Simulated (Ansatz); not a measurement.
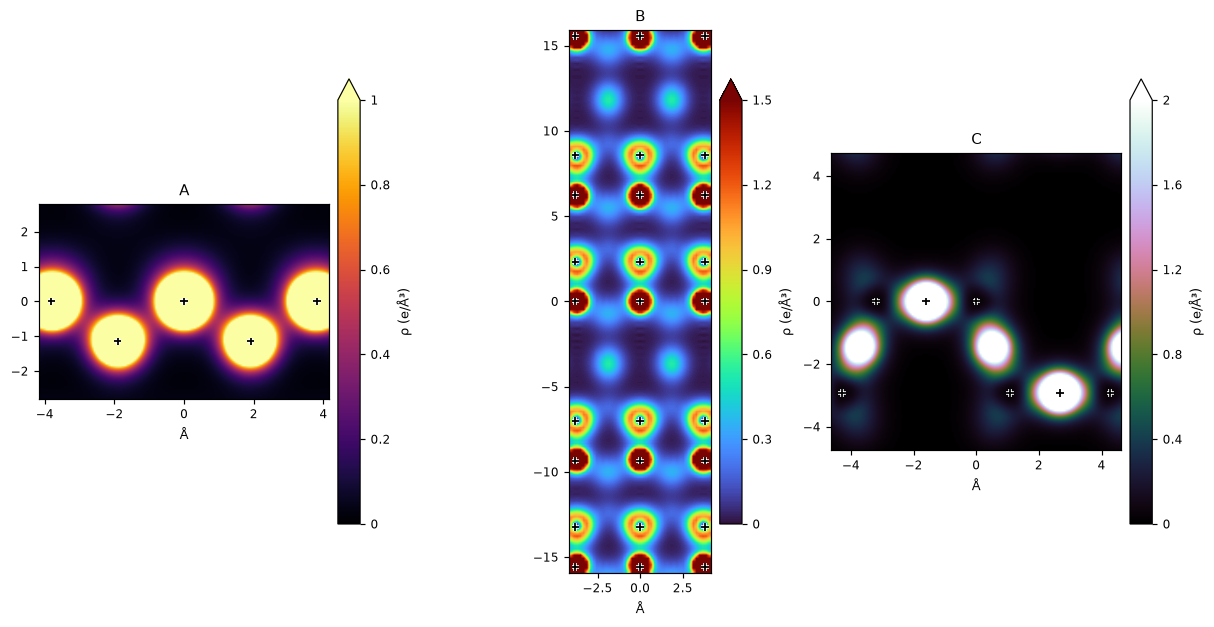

The valence charge density (pseudo) of 3 systems, each on a plane through atoms (crosses mark nuclei in the plane).

These are results of DFT, r2SCAN, plane-wave PAW, default files, scalar-relativistic (Ansatz), not measurements.

System 1: SiO2, the (110) plane of the conventional cell. Space group P6₃22; a structure from a database of computed crystals, not necessarily the ambient phase.

System 2: ZnS, the (010) plane of the conventional cell. Space group P6₃mc; a structure from a database of computed crystals, not necessarily the ambient phase.

```xyz
20
Lattice="3.8073 0.0000 0.0000 -1.9037 3.2972 0.0000 0.0000 0.0000 31.1424" Properties=species:S:1:pos:R:3 pbc="T T T"
Zn    1.9037    1.0991    6.2294
Zn    0.0000    0.0000   24.9130
Zn    1.9037    1.0991   28.0291
Zn    0.0000    2.1982   21.8006
Zn    0.0000    2.1982    3.1158
Zn    1.9037    1.0991   18.6870
Zn    0.0000    0.0000    0.0031
Zn    0.0000    2.1982   12.4579
Zn    0.0000    0.0000    9.3418
Zn    0.0000    0.0000   15.5743
S     1.9037    1.0991    8.5623
S     0.0000    0.0000    2.3354
S     1.9037    1.0991   21.0202
S     0.0000    0.0000   27.2452
S     0.0000    2.1982   24.1335
S     0.0000    0.0000   17.9066
S     0.0000    2.1982    5.4490
S     0.0000    2.1982   14.7945
S     1.9037    1.0991   30.3657
S     0.0000    0.0000   11.6740
```

System 3: SnO, the (100) plane of the conventional cell. Space group P4/nmm; a structure from a database of computed crystals, not necessarily the ambient phase.

### Which map belongs to which system?

Panel A is system 3, SnO: the plane holds Sn and O. Sn–O (2.23 Å): ρ at the midpoint is about 0.46 e/Å³. Panel B is system 2, ZnS: the plane holds Zn and S. Zn–S (2.33 Å): ρ at the midpoint is about 0.53 e/Å³, with its minimum of 0.47 e/Å³ about 1.0 Å from Zn. Panel C is system 1, SiO2: the plane holds Si and O. Si–O (1.60 Å): the density is about 1.3 e/Å³ at the midpoint.
